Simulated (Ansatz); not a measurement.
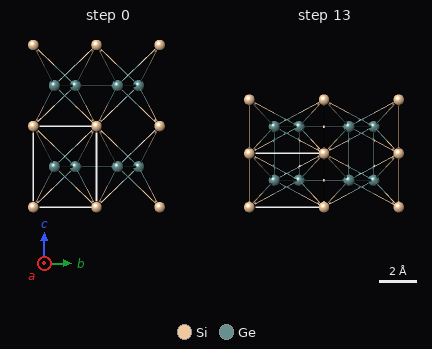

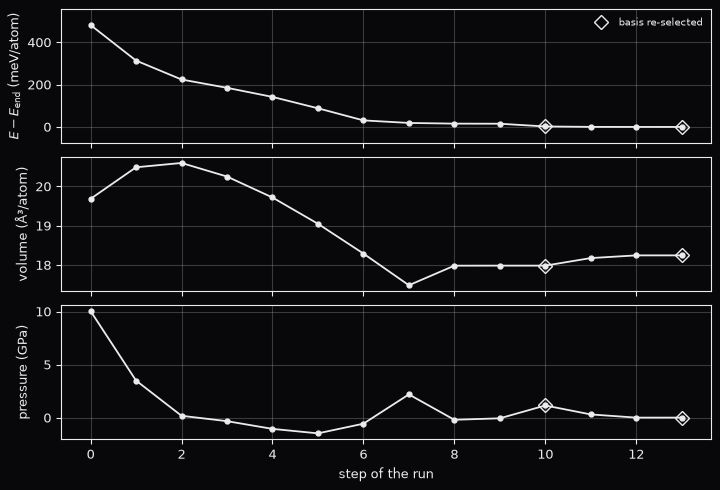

First and last geometry of a relaxation of crystalline SiGe2 (a generated structure, set up in P6/mmm) (coarse preliminary run), with the history of the run. A ball-and-stick model of the cell of the calculation, repeated 1 × 2 × 2 with one cell outlined, seen along the a axis.

Theory: Ansatz, DFT PBE, scalar-relativistic, plane waves, PAW. Settings: plane-wave cutoff 420 eV; k-point mesh 6 × 6 × 4; occupations gaussian; smearing width 0.1 eV; no spin polarisation; cell and atoms relaxed; force threshold 0.04 eV/Å; at most 70 steps.

Question: Did the run converge, and what did it change?

Answer: It converged. The atoms keep their places relative to the cell (all moves are under 0.005 Å). Cell: a = b 3.944 → 4.664 Å (+18.3 %), c 4.384 → 2.906 Å (−33.7 %). Volume −7.3 %. Some distances before and after: Si–Si 4.384 → 2.906 Å, Ge–Ge 4.384 → 2.906 Å, Ge–Ge 2.277 → 2.693 Å, Ge–Si 3.161 → 3.060 Å. The space group stays P6/mmm (No. 191). Over 11 accepted moves (13 points after the start) the energy falls by 482 meV per atom. All forces vanish by symmetry, so only the cell relaxes. Pressure: 10.04 GPa at the start and 0.01 GPa at the end. At 2 points the geometry stayed and the basis and grid were re-selected for the new cell (energy shift of 13.0 meV per atom at most each time).
